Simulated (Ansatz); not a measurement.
# Field-gradient calculation, with input and output: WSe2 (part 2 of 2)

The same run, continued: WSe2 (6 atoms in the cell); DFT, PBE, PAW with Ansatz's default frozen-core files, scalar-relativistic, no spin polarisation (Ansatz 0.2.0); cutoff 420 eV, 11×11×3 k-mesh, Fermi–Dirac smearing of 0.08 eV. The structure derives from an entry of the Crystallography Open Database. It belongs to a series of runs on one base structure; here: zz strain of -1 %, PAW files.

Geometry of the input (Å; fractional positions):
```
3.2900  0.0000  0.0000
-1.6450  2.8492  0.0000
0.0000  0.0000  12.8403
W  0.3333  0.6667  0.2500
W  0.6667  0.3333  0.7500
Se 0.3333  0.6667  0.6210
Se 0.6667  0.3333  0.1210
Se 0.3333  0.6667  0.8790
Se 0.6667  0.3333  0.3790
```

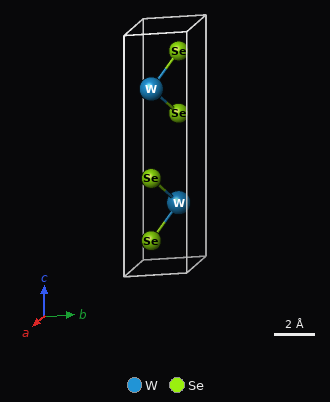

**Figure 1.** The structure as given in the input (ball-and-stick view of the cell of the calculation, seen slightly off an axis).

Log, continued:
```
  k-point 1: bands = ["-61.1002", "-61.1002", "-34.7215", "-34.7215", "-34.7215", "-34.7215", "-34.7209", "-34.7209", "-34.7208", "-34.7208", "-34.6911", "-34.6911", "-34.6909", "-34.6909", "-34.6897", "-34.6897", "-34.6896", "-34.6896", "-34.6784", "-34.6783", "-34.6760", "-34.6758", "-25.3946", "-25.3946", "-25.2694", "-25.2694", "-25.2694", "-25.2694", "-2.1634", "-2.0361", "-0.8650", "-0.6458", "6.1716", "6.7224", "10.0742", "10.3739", "10.3739", "10.3831", "10.3831", "11.1262", "11.5248", "11.5248", "11.5545", "11.5545", "12.7982", "13.1209", "15.7835", "15.7835", "15.7997", "15.7997", "15.9759", "15.9759", "16.0799", "16.0799", "17.8369", "18.1483"]
  k-point 2: bands = ["-61.0994", "-61.0994", "-34.7215", "-34.7214", "-34.7212", "-34.7211", "-34.7209", "-34.7209", "-34.7205", "-34.7205", "-34.6912", "-34.6912", "-34.6909", "-34.6909", "-34.6900", "-34.6899", "-34.6897", "-34.6895", "-34.6783", "-34.6780", "-34.6758", "-34.6756", "-25.3906", "-25.3906", "-25.2886", "-25.2885", "-25.2738", "-25.2738", "-2.0902", "-1.8290", "-0.9229", "-0.4902", "6.1047", "7.2580", "9.3933", "9.9917", "10.0250", "10.4864", "10.5140", "10.9878", "11.2954", "11.3629", "11.5092", "12.0971", "12.3330", "12.9845", "15.5271", "15.5581", "15.6260", "15.7192", "15.7295", "15.9731", "15.9794", "16.0816", "18.3739", "18.8859"]
  k-point 31: bands = ["-61.0886", "-61.0886", "-34.7200", "-34.7200", "-34.7189", "-34.7188", "-34.7179", "-34.7179", "-34.7179", "-34.7179", "-34.6931", "-34.6928", "-34.6920", "-34.6919", "-34.6909", "-34.6908", "-34.6908", "-34.6907", "-34.6762", "-34.6761", "-34.6734", "-34.6734", "-25.4591", "-25.4591", "-25.4053", "-25.4053", "-25.3384", "-25.3384", "0.1851", "0.2058", "0.3279", "0.3478", "7.2291", "7.2721", "7.3362", "7.4129", "8.5104", "8.5356", "8.8447", "8.9370", "9.5655", "9.6660", "10.4541", "10.5912", "12.6257", "12.7544", "14.5456", "14.5494", "15.4020", "15.9687", "16.2044", "16.3210", "17.4663", "17.7136", "18.8753", "19.1392"]
```

File rho_z.tsv:
```
# z_ang	rho[e/angstrom^3]
# format = ansatz-planar-average/11
# lattice	3.289998450	-0.000000000	0.000000000
# lattice	-1.644999225	2.849222237	0.000000000
# lattice	0.000000000	0.000000000	12.840300000
# sites	6
# site	74	0.000000000	1.899481491	3.210075000
# site	74	1.644999225	0.949740745	9.630225000
# site	34	0.000000000	1.899481491	7.973826300
# site	34	1.644999225	0.949740745	1.553676300
# site	34	0.000000000	1.899481491	11.286623700
# site	34	1.644999225	0.949740745	4.866473700
0.000000	5.303111e-2
0.142670	5.762345e-2
0.285340	7.274779e-2
0.428010	9.945094e-2
0.570680	1.410211e-1
0.713350	1.982992e-1
0.856020	2.842863e-1
0.998690	4.423962e-1
1.141360	7.525331e-1
1.284030	1.275828e0
1.426700	1.861200e0
1.569370	2.100040e0
1.712040	1.785394e0
1.854710	1.216279e0
1.997380	7.722530e-1
2.140050	5.467932e-1
2.282720	4.734093e-1
2.425390	5.020435e-1
2.568060	6.135866e-1
2.710730	7.861745e-1
2.853400	9.644501e-1
2.996070	1.086956e0
3.138740	1.138529e0
3.281410	1.138529e0
3.424080	1.086956e0
3.566750	9.644501e-1
3.709420	7.861745e-1
3.852090	6.135866e-1
3.994760	5.020435e-1
4.137430	4.734093e-1
4.280100	5.467932e-1
4.422770	7.722530e-1
4.565440	1.216279e0
4.708110	1.785394e0
4.850780	2.100040e0
4.993450	1.861200e0
5.136120	1.275828e0
5.278790	7.525331e-1
5.421460	4.423962e-1
5.564130	2.842863e-1
5.706800	1.982992e-1
5.849470	1.410211e-1
5.992140	9.945094e-2
6.134810	7.274779e-2
6.277480	5.762345e-2
6.420150	5.303111e-2
6.562820	5.762345e-2
6.705490	7.274779e-2
6.848160	9.945094e-2
6.990830	1.410211e-1
7.133500	1.982992e-1
7.276170	2.842863e-1
7.418840	4.423962e-1
7.561510	7.525331e-1
7.704180	1.275828e0
7.846850	1.861200e0
7.989520	2.100040e0
8.132190	1.785394e0
8.274860	1.216279e0
8.417530	7.722530e-1
8.560200	5.467932e-1
8.702870	4.734093e-1
8.845540	5.020435e-1
8.988210	6.135866e-1
9.130880	7.861745e-1
9.273550	9.644501e-1
9.416220	1.086956e0
9.558890	1.138529e0
9.701560	1.138529e0
9.844230	1.086956e0
9.986900	9.644501e-1
10.129570	7.861745e-1
10.272240	6.135866e-1
10.414910	5.020435e-1
10.557580	4.734093e-1
10.700250	5.467932e-1
10.842920	7.722530e-1
10.985590	1.216279e0
11.128260	1.785394e0
11.270930	2.100040e0
11.413600	1.861200e0
11.556270	1.275828e0
11.698940	7.525331e-1
11.841610	4.423962e-1
11.984280	2.842863e-1
12.126950	1.982992e-1
12.269620	1.410211e-1
12.412290	9.945094e-2
12.554960	7.274779e-2
12.697630	5.762345e-2
```

File v_z.tsv:
```
# z_ang	v_es[eV]	v_tot[eV]
# format = ansatz-planar-average/11
# xc	pbe
# density_cutoff_ev	1680
# datasets	W=:simpson_from_first_knot:soft	Se=:simpson_from_first_knot:soft
# lattice	3.289998450	-0.000000000	0.000000000
# lattice	-1.644999225	2.849222237	0.000000000
# lattice	0.000000000	0.000000000	12.840300000
# sites	6
# site	74	0.000000000	1.899481491	3.210075000
# site	74	1.644999225	0.949740745	9.630225000
# site	34	0.000000000	1.899481491	7.973826300
# site	34	1.644999225	0.949740745	1.553676300
# site	34	0.000000000	1.899481491	11.286623700
# site	34	1.644999225	0.949740745	4.866473700
0.000000	1.692256e1	1.121095e1
0.142670	1.682510e1	1.096918e1
0.285340	1.650859e1	1.022876e1
0.428010	1.592374e1	9.033289e0
0.570680	1.487380e1	7.251148e0
0.713350	1.315458e1	4.684410e0
0.856020	1.124302e1	1.913302e0
0.998690	9.810191e0	-3.458452e-1
1.141360	8.949248e0	-2.010525e0
1.284030	8.444897e0	-3.233413e0
1.426700	8.127440e0	-4.092153e0
1.569370	7.912009e0	-4.616036e0
1.712040	7.721065e0	-4.876219e0
1.854710	7.507952e0	-4.957857e0
1.997380	7.242802e0	-4.981215e0
2.140050	6.990319e0	-5.024272e0
2.282720	6.693076e0	-5.277774e0
2.425390	5.936507e0	-6.193004e0
2.568060	4.263026e0	-8.260291e0
2.710730	1.870183e0	-1.124198e1
2.853400	-4.923816e-1	-1.421820e1
2.996070	-2.309860e0	-1.651629e1
3.138740	-3.290044e0	-1.775678e1
3.281410	-3.290044e0	-1.775678e1
3.424080	-2.309860e0	-1.651629e1
3.566750	-4.923816e-1	-1.421820e1
3.709420	1.870183e0	-1.124198e1
3.852090	4.263026e0	-8.260291e0
3.994760	5.936507e0	-6.193004e0
4.137430	6.693076e0	-5.277774e0
4.280100	6.990319e0	-5.024272e0
4.422770	7.242802e0	-4.981215e0
4.565440	7.507952e0	-4.957857e0
4.708110	7.721065e0	-4.876219e0
4.850780	7.912009e0	-4.616036e0
4.993450	8.127440e0	-4.092153e0
5.136120	8.444897e0	-3.233413e0
5.278790	8.949248e0	-2.010525e0
5.421460	9.810191e0	-3.458452e-1
5.564130	1.124302e1	1.913302e0
5.706800	1.315458e1	4.684410e0
5.849470	1.487380e1	7.251148e0
5.992140	1.592374e1	9.033289e0
6.134810	1.650859e1	1.022876e1
6.277480	1.682510e1	1.096918e1
6.420150	1.692256e1	1.121095e1
6.562820	1.682510e1	1.096918e1
6.705490	1.650859e1	1.022876e1
6.848160	1.592374e1	9.033289e0
6.990830	1.487380e1	7.251148e0
7.133500	1.315458e1	4.684410e0
7.276170	1.124302e1	1.913302e0
7.418840	9.810191e0	-3.458452e-1
7.561510	8.949248e0	-2.010525e0
7.704180	8.444897e0	-3.233413e0
7.846850	8.127440e0	-4.092153e0
7.989520	7.912009e0	-4.616036e0
8.132190	7.721065e0	-4.876219e0
8.274860	7.507952e0	-4.957857e0
8.417530	7.242802e0	-4.981215e0
8.560200	6.990319e0	-5.024272e0
8.702870	6.693076e0	-5.277774e0
8.845540	5.936507e0	-6.193004e0
8.988210	4.263026e0	-8.260291e0
9.130880	1.870183e0	-1.124198e1
9.273550	-4.923816e-1	-1.421820e1
9.416220	-2.309860e0	-1.651629e1
9.558890	-3.290044e0	-1.775678e1
9.701560	-3.290044e0	-1.775678e1
9.844230	-2.309860e0	-1.651629e1
9.986900	-4.923816e-1	-1.421820e1
10.129570	1.870183e0	-1.124198e1
10.272240	4.263026e0	-8.260291e0
10.414910	5.936507e0	-6.193004e0
10.557580	6.693076e0	-5.277774e0
10.700250	6.990319e0	-5.024272e0
10.842920	7.242802e0	-4.981215e0
10.985590	7.507952e0	-4.957857e0
11.128260	7.721065e0	-4.876219e0
11.270930	7.912009e0	-4.616036e0
11.413600	8.127440e0	-4.092153e0
11.556270	8.444897e0	-3.233413e0
11.698940	8.949248e0	-2.010525e0
11.841610	9.810191e0	-3.458452e-1
11.984280	1.124302e1	1.913302e0
12.126950	1.315458e1	4.684410e0
12.269620	1.487380e1	7.251148e0
12.412290	1.592374e1	9.033289e0
12.554960	1.650859e1	1.022876e1
12.697630	1.682510e1	1.096918e1
```

Key numbers:

| quantity | value |
| --- | --- |
| outcome | converged |
| space group (tolerance 0.01 Å) | P6₃/mmc (194) |
| electrons treated | 92 |
| free energy | −42649.1653 eV |
| Fermi energy | 13.617 eV |
| pressure | 5.40 GPa |
| field gradient V_zz (10²¹ V/m²) | W −18.06, W −18.06, Se −8.25, Se −8.25, Se −8.25, Se −8.25 |
| largest force (length of the vector) | 0.455 eV/Å |
| hardware | 2 threads of Arm Neoverse V1, 24 GiB of memory available, shared host |
| wall time | 9.5 s (CPU time 18 s) |
| peak memory | 0.56 GiB |

Remarks:

Warnings of the run: the field gradients leave out spin–orbit coupling. Spin–orbit coupling is left out, which matters for W. The cell is under a pressure of 5.4 GPa at this level, so it is not at its equilibrium volume.
